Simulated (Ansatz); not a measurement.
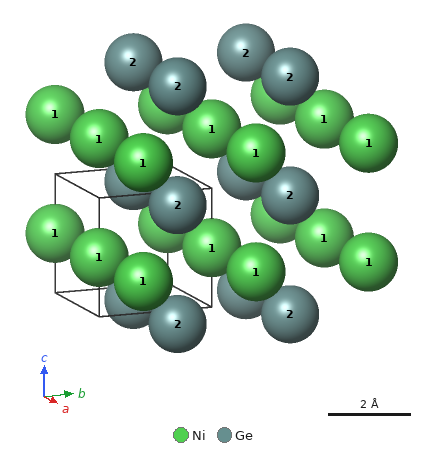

Crystalline NiGe (built on the random type), before the relaxation. Style: spheres-only. Shown: the cell of the calculation, repeated 2 × 2 × 2 with one cell outlined, slightly off an axis.

Case: random cell with space group Pmma (No. 51).

Level of theory: DFT PBE, scalar-relativistic, plane waves, PAW (Ansatz).

Input
```yaml
crystal:
  lattice:
    - [2.0867320193, -2.112337112, 0.0]
    - [2.0867320193, 2.112337112, 0.0]
    - [0.0, 0.0, 2.9737229748]
  atoms:
    - { symbol: Ni, position: [0.0, 0.0, 0.5] }
    - { symbol: Ge, position: [0.5, 0.5, 0.0] }
basis:
  ecutwfc: 420
kpoints:
  mp_grid: { grid: [18, 18, 18] }
hamiltonian:
  xc: pbe
scf:
  occupations: { method: gaussian, width: 0.1 }
output:
  forces: true
  stress: true
  eigenvalues: true
relax:
  adjacent_minimum: "off"
  f_tol: 0.01
  max_steps: 80
  cell: { stress_tol: 0.05 }
```

Run as
```bash
ansatz run input.yaml --threads 1 --pin off --max-ram 2560MiB --backend cpu --events-out ev --progress --plain --runs-dir out
```

Q: Predict the outcome.

A: The atoms keep their places relative to the cell (all moves are under 0.005 Å). The drawn cell changes as follows: a = b 2.969 → 2.977 Å (+0.3 %), c 2.974 → 2.977 Å (+0.1 %), γ 90.7° → 90.1°; the volume changes by +0.6 %. Near-neighbour distances that change, for instance: Ni1–Ge2 2.562 → 2.576 Å. The space group stays Cmmm (No. 65). After 4 accepted moves (5 points after the start) the energy has fallen by 0.3 meV per atom. All forces vanish by symmetry, so only the cell relaxes. Pressure: 0.85 GPa at the start and 0.00 GPa at the end. The SCF was repeated once at an unchanged geometry on a basis and grid sized afresh for the cell, which shifted the energy by less than 0.05 meV per atom at most.

Final geometry:

```
Ni Ge
1.0
     2.10224   -2.10756    0.00000
     2.10224    2.10756    0.00000
     0.00000    0.00000    2.97689
Ni Ge
1 1
Direct
  0.00000 0.00000 0.50000
  0.50000 0.50000 0.00000
```
